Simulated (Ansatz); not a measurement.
## Run report: As, geometry relaxation (part 1 of 2)

The run: geometry relaxation of As (R-3m, 2 atoms in the cell). Method and program: DFT PBE+D3(BJ), scalar-relativistic, plane waves, PAW, no spin polarisation (Ansatz 0.2.0).

The structure derives from an entry of the Crystallography Open Database.

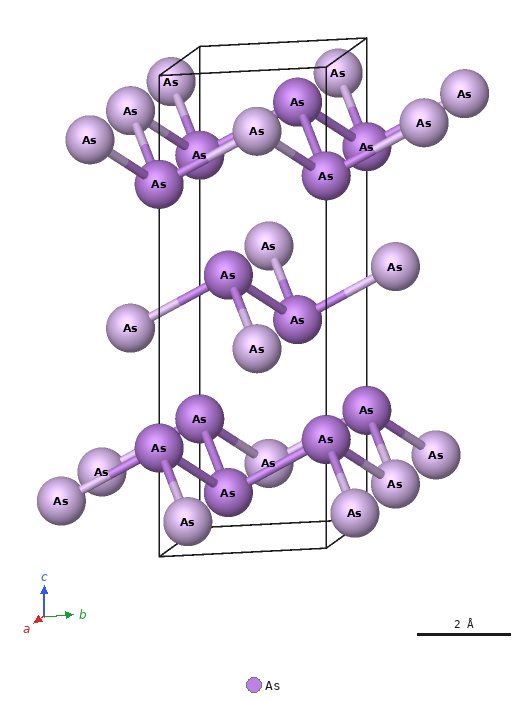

Fig. 1: The structure as given in the input (ball-and-stick view of the cell 3 times as large as that of the calculation, set on its symmetry axes, seen slightly off an axis; neighbours outside the cell are drawn fainter).

## Results in brief

```tsv
quantity	value
outcome	converged
space group (tolerance 0.01 Å)	R-3m (166)
electrons treated	30
free energy	−9713.1061 eV
Fermi energy	11.225 eV
gap on the k-point mesh	none (metallic)
pressure	0.01 GPa
final volume	41.78 Å³
largest force (length of the vector) at the end	0.003 eV/Å
final cell	a = 4.017 Å, b = 4.017 Å, c = 4.017 Å, α = 56.18°, β = 56.18°, γ = 56.18°
hardware	2 threads of Intel Xeon (Sapphire Rapids), 64 GiB of memory available, shared host
wall time	31 s (CPU time 60 s)
peak memory	0.57 GiB
```

## The input
```yaml
crystal:
  lattice:
    - [1.8807968987, 1.0858785957, 3.5140619945]
    - [-1.8807968987, 1.0858785957, 3.5140619945]
    - [0.0, -2.1717571915, 3.5140619945]
  atoms:
    - { symbol: As, position: [0.774, 0.774, 0.774] }
    - { symbol: As, position: [0.226, 0.226, 0.226] }
basis:
  ecutwfc: 420
kpoints:
  mp_grid: { grid: [15, 15, 15] }
hamiltonian:
  xc: pbe
  dispersion: d3bj
scf:
  occupations: { method: gaussian, width: 0.1 }
output:
  forces: true
  stress: true
  eigenvalues: true
  write_density: true
  write_potential: true
  elf: true
  volumetric_format: npy
relax:
  adjacent_minimum: "off"
  f_tol: 0.005
  max_steps: 80
  cell: { stress_tol: 0.05 }
```

Command:
```bash
ansatz run input.yaml --threads 2 --pin off --max-ram 5120MiB --backend cpu --events-out ev --progress --plain --runs-dir out
```

## What the program printed
```
Engine: ansatz 0.2.0, x86_64-unknown-linux-gnu
Pseudopotentials: kind: paw
Pseudopotential: As, paw, valence charge 15, recommended cutoff 420 eV (normal), As.paw.azcp
Functional definition: PBE
  parameter kappa = 0.804
  parameter beta = 0.06672455060314922
  exchange = pbe_x(kappa = kappa, mu = beta*pi^2/3)
  correlation = pbe_c(beta = beta)
Crystal: 2 atoms, lattice volume = 43.061 Å³
Basis set: ecut = 420 eV, 845 PW (Γ), exchange–correlation on 60×60×60 points (8 copies of the dense FFT grid, shifted against one another)
Bands: 19, of which v1, the nominal top of the filled ones, is band 15 counted from 1 (14 counted from 0)
Symmetry: 12 space group operations
Space group: R-3m (ITA 166), of the structure as read, at distance tolerance 3.5e-5 Å
k-points: 344 of 3375
Non-local potential: As, projectors of the file, l = 0: 2, l = 1: 2, l = 2: 3, l = 3: 1
PAW form: soft (Blöchl's): semilocal exchange-correlation on the pseudo side does not see the compensation charge
PAW one-centre angular grid: As, 590 points (default); XC on 64 Gauss nodes
Initial density: superposition of atomic densities (neutral atoms: chi_scale 0, normalization atom), corrected by the library's trained network
Initial wavefunctions: pseudopotential atomic-orbital guess
Functional: x = pbe(κ = 0.804, μ = 0.2195149727645171), c = pbe(β = 0.06672455060314922)
SCF iter   1: F=—  HF=-9713.086179 eV  |F-HF|=—  |Δ(HF+E_count)|=         —  Δρ=1.54e-3  dr2=9.11e-4  ethr=1.77e-3  ⟨swp⟩=5.4  Hψ=30822  notcnv=0
preconditioner: auto → Kerker (q_TF=auto, 2.569 Å⁻¹)  [metal: Δε(μ)=0.030 eV  Ē_g=10.262 eV  σ=0.100 eV  W_gap=0.16  n_scr=14 (ndim 8)  ℏωp=17.9 eV  f_vac=0.007  D(μ)=0.16/eV (n_scr^D=0)]
SCF iter   2: F=—  HF=-9713.086021 eV  |F-HF|=—  |Δ(HF+E_count)|=   1.59e-4  Δρ=9.41e-4  dr2=3.24e-4  ethr=3.04e-6  ⟨swp⟩=2.0  Hψ=12958  notcnv=0
SCF iter   3: F=—  HF=-9713.086134 eV  |F-HF|=—  |Δ(HF+E_count)|=   1.14e-4  Δρ=3.04e-4  dr2=4.68e-5  ethr=1.08e-6  ⟨swp⟩=2.0  Hψ=11698  notcnv=0
SCF iter   4: F=—  HF=-9713.086128 eV  |F-HF|=—  |Δ(HF+E_count)|=   6.25e-6  Δρ=1.19e-4  dr2=6.28e-6  ethr=1.56e-7  ⟨swp⟩=2.0  Hψ=11699  notcnv=0
SCF iter   5: F=—  HF=-9713.086127 eV  |F-HF|=—  |Δ(HF+E_count)|=   1.22e-6  Δρ=3.89e-5  dr2=7.65e-7  ethr=2.09e-8  ⟨swp⟩=2.0  Hψ=11698  notcnv=0
SCF iter   6: F=—  HF=-9713.086126 eV  |F-HF|=—  |Δ(HF+E_count)|=   8.90e-7  Δρ=1.59e-5  dr2=1.29e-7  ethr=2.55e-9  ⟨swp⟩=2.0  Hψ=11699  notcnv=0
SCF iter   7: F=-9713.086126 eV  HF=-9713.086126 eV  |F-HF|=6.77e-9  |Δ(HF+E_count)|=   1.91e-9  Δρ=4.16e-6  dr2=1.01e-8  ethr=3.33e-10  ⟨swp⟩=8.1  Hψ=42906  notcnv=0
SCF 1 converged in 7 iterations: F = -9713.086126 eV  dr2 = 1.01e-8
  greatest PAW one-centre occupation: 0.999 electrons in one spin orbital (limit 2), on the As atom at site 1 (counted from 0), in its partial waves of l = 2
relax step   1: F+E_penalty+E_count = -9713.08612608 eV  Δ(F+E_penalty+E_count) = +0.000e0 eV  max|allowed force component| = 4.252e-1 eV/Å  Δτ_max = 0.0000 Å  P = +0.596 GPa  Ω = 43.061 Å³  (7 SCF iters, dr2 threshold 1.00e-7 eV, accepted)
Crystal: 2 atoms, lattice volume = 41.206 Å³
Basis set: ecut = 420 eV, 809 PW (Γ), exchange–correlation on 60×60×60 points (8 copies of the dense FFT grid, shifted against one another)
Initial density: handed on by an earlier stage of this run
Initial wavefunctions: those handed on with the density
iter 1 solved again at ethr=1.69e-5 eV; its pass at ethr=3.10e-3 eV (dr2=5.07e-3 eV) is discarded
SCF iter   1: F=—  HF=-9713.095372 eV  |F-HF|=—  |Δ(HF+E_count)|=         —  Δρ=4.54e-3  dr2=5.05e-3  ethr=1.69e-5  ⟨swp⟩=1.0  Hψ=37451  notcnv=0
preconditioner: auto → Kerker (q_TF=auto, 2.588 Å⁻¹)  [metal: Δε(μ)=0.034 eV  Ē_g=10.353 eV  σ=0.100 eV  W_gap=0.19  n_scr=14 (ndim 8)  ℏωp=18.3 eV  f_vac=0.002  D(μ)=0.25/eV (n_scr^D=0)]
SCF iter   2: F=—  HF=-9713.094635 eV  |F-HF|=—  |Δ(HF+E_count)|=   7.37e-4  Δρ=2.57e-3  dr2=1.80e-3  ethr=1.68e-5  ⟨swp⟩=1.0  Hψ=6536  notcnv=0
SCF iter   3: F=—  HF=-9713.094310 eV  |F-HF|=—  |Δ(HF+E_count)|=   3.26e-4  Δρ=3.62e-4  dr2=6.54e-5  ethr=5.99e-6  ⟨swp⟩=3.0  Hψ=11728  notcnv=0
SCF iter   4: F=—  HF=-9713.094284 eV  |F-HF|=—  |Δ(HF+E_count)|=   2.53e-5  Δρ=2.05e-4  dr2=2.03e-5  ethr=2.18e-7  ⟨swp⟩=2.0  Hψ=11699  notcnv=0
SCF iter   5: F=—  HF=-9713.094283 eV  |F-HF|=—  |Δ(HF+E_count)|=   9.30e-7  Δρ=5.84e-5  dr2=2.76e-6  ethr=6.76e-8  ⟨swp⟩=2.6  Hψ=8393  notcnv=0
SCF iter   6: F=—  HF=-9713.094284 eV  |F-HF|=—  |Δ(HF+E_count)|=   6.39e-7  Δρ=1.75e-5  dr2=2.04e-7  ethr=9.20e-9  ⟨swp⟩=2.0  Hψ=8104  notcnv=0
SCF iter   7: F=-9713.094284 eV  HF=-9713.094284 eV  |F-HF|=1.86e-9  |Δ(HF+E_count)|=   8.51e-8  Δρ=4.12e-6  dr2=8.07e-9  ethr=6.67e-10  ⟨swp⟩=8.9  Hψ=42147  notcnv=0
SCF 2 converged in 7 iterations: F = -9713.094284 eV  dr2 = 8.07e-9
relax step   2: F+E_penalty+E_count = -9713.09428410 eV  Δ(F+E_penalty+E_count) = -8.158e-3 eV  max|allowed force component| = 2.145e-1 eV/Å  Δτ_max = 0.0612 Å  P = +0.766 GPa  Ω = 41.206 Å³  energy of the carried Pulay correction = +2.747e-4 eV  (7 SCF iters, dr2 threshold 2.00e-7 eV, accepted)
Crystal: 2 atoms, lattice volume = 42.073 Å³
Basis set: ecut = 420 eV, 821 PW (Γ), exchange–correlation on 60×60×60 points (8 copies of the dense FFT grid, shifted against one another)
iter 1 solved again at ethr=1.36e-6 eV; its pass at ethr=3.10e-3 eV (dr2=4.09e-4 eV) is discarded
SCF iter   1: F=—  HF=-9713.105039 eV  |F-HF|=—  |Δ(HF+E_count)|=         —  Δρ=1.16e-3  dr2=4.29e-4  ethr=1.36e-6  ⟨swp⟩=2.0  Hψ=41589  notcnv=0
preconditioner: auto → Kerker (q_TF=auto, 2.579 Å⁻¹)  [metal: Δε(μ)=0.014 eV  Ē_g=10.273 eV  σ=0.100 eV  W_gap=0.08  n_scr=14 (ndim 8)  ℏωp=18.1 eV  f_vac=0.004  D(μ)=0.12/eV (n_scr^D=0)]
SCF iter   2: F=—  HF=-9713.105020 eV  |F-HF|=—  |Δ(HF+E_count)|=   1.98e-5  Δρ=7.01e-4  dr2=1.84e-4  ethr=1.36e-6  ⟨swp⟩=1.0  Hψ=6536  notcnv=0
SCF iter   3: F=—  HF=-9713.105023 eV  |F-HF|=—  |Δ(HF+E_count)|=   3.70e-6  Δρ=1.20e-4  dr2=6.91e-6  ethr=6.13e-7  ⟨swp⟩=2.0  Hψ=7964  notcnv=0
SCF iter   4: F=—  HF=-9713.105025 eV  |F-HF|=—  |Δ(HF+E_count)|=   1.89e-6  Δρ=6.09e-5  dr2=1.80e-6  ethr=2.30e-8  ⟨swp⟩=2.0  Hψ=11698  notcnv=0
SCF iter   5: F=-9713.105026 eV  HF=-9713.105026 eV  |F-HF|=1.00e-7  |Δ(HF+E_count)|=   5.75e-7  Δρ=1.74e-5  dr2=1.91e-7  ethr=6.67e-10  ⟨swp⟩=6.0  Hψ=42771  notcnv=0
SCF 3 converged in 5 iterations: F = -9713.105026 eV  dr2 = 1.91e-7
relax step   3: F+E_penalty+E_count = -9713.10502598 eV  Δ(F+E_penalty+E_count) = -1.074e-2 eV  max|allowed force component| = 7.174e-2 eV/Å  Δτ_max = 0.0167 Å  P = -0.298 GPa  Ω = 42.073 Å³  energy of the carried Pulay correction = +1.448e-4 eV  (5 SCF iters, dr2 threshold 2.00e-7 eV, accepted)
Crystal: 2 atoms, lattice volume = 41.901 Å³
iter 1 solved again at ethr=2.42e-7 eV; its pass at ethr=3.10e-3 eV (dr2=7.25e-5 eV) is discarded
SCF iter   1: F=—  HF=-9713.106190 eV  |F-HF|=—  |Δ(HF+E_count)|=         —  Δρ=4.22e-4  dr2=7.57e-5  ethr=2.42e-7  ⟨swp⟩=3.0  Hψ=42164  notcnv=0
preconditioner: auto → Kerker (q_TF=auto, 2.581 Å⁻¹)  [metal: Δε(μ)=0.064 eV  Ē_g=10.299 eV  σ=0.100 eV  W_gap=0.33  n_scr=14 (ndim 8)  ℏωp=18.1 eV  f_vac=0.003  D(μ)=0.12/eV (n_scr^D=0)]
SCF iter   2: F=—  HF=-9713.106189 eV  |F-HF|=—  |Δ(HF+E_count)|=   4.34e-7  Δρ=2.80e-4  dr2=3.97e-5  ethr=2.42e-7  ⟨swp⟩=1.0  Hψ=6536  notcnv=0
SCF iter   3: F=—  HF=-9713.106186 eV  |F-HF|=—  |Δ(HF+E_count)|=   3.70e-6  Δρ=4.59e-5  dr2=1.25e-6  ethr=1.32e-7  ⟨swp⟩=2.0  Hψ=7789  notcnv=0
SCF iter   4: F=-9713.106186 eV  HF=-9713.106186 eV  |F-HF|=2.33e-8  |Δ(HF+E_count)|=   3.38e-7  Δρ=9.70e-6  dr2=3.61e-8  ethr=6.67e-10  ⟨swp⟩=10.1  Hψ=51837  notcnv=0
SCF 4 converged in 4 iterations: F = -9713.106186 eV  dr2 = 3.61e-8
  Residual-converged pass: ⟨swp⟩=1.0  Hψ=7913  notcnv=0  max |occ|·‖R‖ = 7.1e-9 eV (tolerance 1.0e-8 eV)  dr2=3.61e-8  dr2_onsite=1.24e-8  max |Δocc| = 9.5e-11
relax step   4: F+E_penalty+E_count = -9713.10618595 eV  Δ(F+E_penalty+E_count) = -1.160e-3 eV  max|allowed force component| = 1.074e-2 eV/Å  Δτ_max = 0.0013 Å  P = -0.109 GPa  Ω = 41.901 Å³  energy of the carried Pulay correction = +1.704e-4 eV  (4 SCF iters, dr2 threshold 2.00e-7 eV, accepted)
Crystal: 2 atoms, lattice volume = 41.782 Å³
iter 1 solved again at ethr=1.63e-8 eV; its pass at ethr=3.10e-3 eV (dr2=4.90e-6 eV) is discarded
SCF iter   1: F=—  HF=-9713.106263 eV  |F-HF|=—  |Δ(HF+E_count)|=         —  Δρ=1.55e-4  dr2=5.00e-6  ethr=1.63e-8  ⟨swp⟩=3.1  Hψ=41491  notcnv=0
preconditioner: auto → Kerker (q_TF=auto, 2.582 Å⁻¹)  [metal: Δε(μ)=0.061 eV  Ē_g=10.312 eV  σ=0.100 eV  W_gap=0.32  n_scr=14 (ndim 8)  ℏωp=18.2 eV  f_vac=0.002  D(μ)=0.12/eV (n_scr^D=0)]
SCF iter   2: F=—  HF=-9713.106263 eV  |F-HF|=—  |Δ(HF+E_count)|=   5.77e-7  Δρ=8.99e-5  dr2=1.77e-6  ethr=1.63e-8  ⟨swp⟩=1.0  Hψ=6536  notcnv=0
SCF iter   3: F=—  HF=-9713.106264 eV  |F-HF|=—  |Δ(HF+E_count)|=   2.73e-7  Δρ=1.25e-5  dr2=7.68e-8  ethr=5.91e-9  ⟨swp⟩=3.0  Hψ=11711  notcnv=0
SCF iter   4: F=-9713.106264 eV  HF=-9713.106264 eV  |F-HF|=8.88e-9  |Δ(HF+E_count)|=   4.48e-8  Δρ=4.14e-6  dr2=1.09e-8  ethr=1.11e-10  ⟨swp⟩=7.5  Hψ=39210  notcnv=0
SCF 5 converged in 4 iterations: F = -9713.106264 eV  dr2 = 1.09e-8
relax step   5: F+E_penalty+E_count = -9713.10626371 eV  Δ(F+E_penalty+E_count) = -7.776e-5 eV  max|allowed force component| = 2.831e-3 eV/Å  Δτ_max = 0.0019 Å  P = +0.009 GPa  Ω = 41.782 Å³  energy of the carried Pulay correction = +1.881e-4 eV  (4 SCF iters, dr2 threshold 3.33e-8 eV, accepted)
Basis set: ecut = 420 eV, 821 PW (Γ), exchange–correlation on 54×54×54 points (8 copies of the dense FFT grid, shifted against one another)
Initial wavefunctions: pseudopotential atomic-orbital guess (no wavefunctions were taken with the density)
iter 1 solved again at ethr=1.97e-8 eV; its pass at ethr=3.10e-3 eV (dr2=5.91e-6 eV) is discarded
SCF iter   1: F=—  HF=-9713.106105 eV  |F-HF|=—  |Δ(HF+E_count)|=         —  Δρ=2.42e-5  dr2=5.45e-8  ethr=1.97e-8  ⟨swp⟩=2.3  Hψ=45425  notcnv=0
preconditioner: auto → Kerker (q_TF=auto, 2.582 Å⁻¹)  [metal: Δε(μ)=0.062 eV  Ē_g=10.312 eV  σ=0.100 eV  W_gap=0.32  n_scr=14 (ndim 8)  ℏωp=18.2 eV  f_vac=0.002  D(μ)=0.12/eV (n_scr^D=0)]
SCF iter   2: F=—  HF=-9713.106107 eV  |F-HF|=—  |Δ(HF+E_count)|=   1.65e-6  Δρ=1.58e-5  dr2=3.70e-8  ethr=1.82e-10  ⟨swp⟩=2.0  Hψ=11699  notcnv=0
SCF iter   3: F=—  HF=-9713.106107 eV  |F-HF|=—  |Δ(HF+E_count)|=   1.14e-7  Δρ=7.25e-6  dr2=9.94e-9  ethr=1.23e-10  ⟨swp⟩=1.0  Hψ=6546  notcnv=0
SCF iter   4: F=—  HF=-9713.106107 eV  |F-HF|=—  |Δ(HF+E_count)|=   1.67e-8  Δρ=1.15e-6  dr2=5.48e-10  ethr=3.31e-11  ⟨swp⟩=2.0  Hψ=8301  notcnv=0
SCF iter   5: F=—  HF=-9713.106107 eV  |F-HF|=—  |Δ(HF+E_count)|=  5.42e-10  Δρ=3.07e-7  dr2=5.54e-11  ethr=1.83e-12  ⟨swp⟩=2.4  Hψ=11588  notcnv=0
SCF iter   6: F=-9713.106107 eV  HF=-9713.106107 eV  |F-HF|=0.00e0  |Δ(HF+E_count)|=  3.64e-11  Δρ=7.04e-8  dr2=3.00e-12  ethr=1.00e-12  ⟨swp⟩=5.1  Hψ=25129  notcnv=0
SCF 6 converged in 6 iterations: F = -9713.106107 eV  dr2 = 3.00e-12
relax step   6: F+E_penalty+E_count = -9713.10610712 eV  Δ(F+E_penalty+E_count) = +1.566e-4 eV  max|allowed force component| = 2.918e-3 eV/Å  Δτ_max = 0.0000 Å  P = +0.007 GPa  Ω = 41.782 Å³  stress off target by 7.38e-3 GPa  SCF on the basis re-selected at this cell (its energy is not comparable with the rows above)  (6 SCF iters)
```

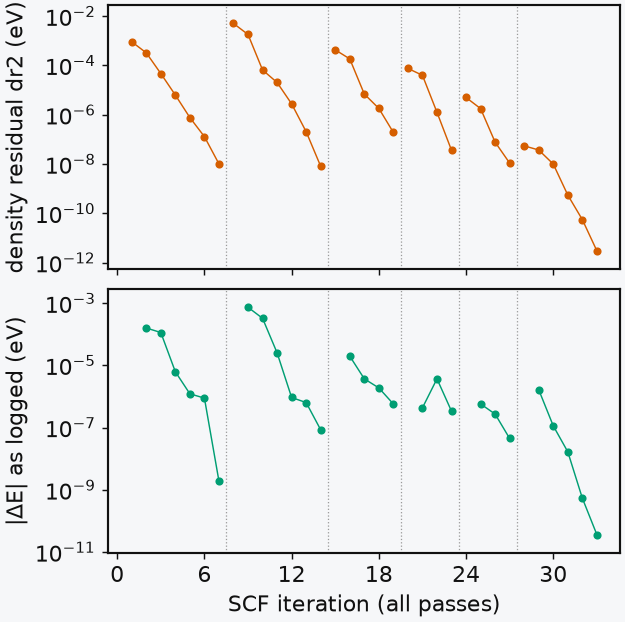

Fig. 2: Convergence of the self-consistent field: density residual dr2 and size of the energy change against the SCF iteration. The dotted lines part the SCF passes of the relaxation: geometry steps, rejected trials and re-solves on a re-selected basis. The 6 passes take 4 to 7 iterations each, 33 in all.
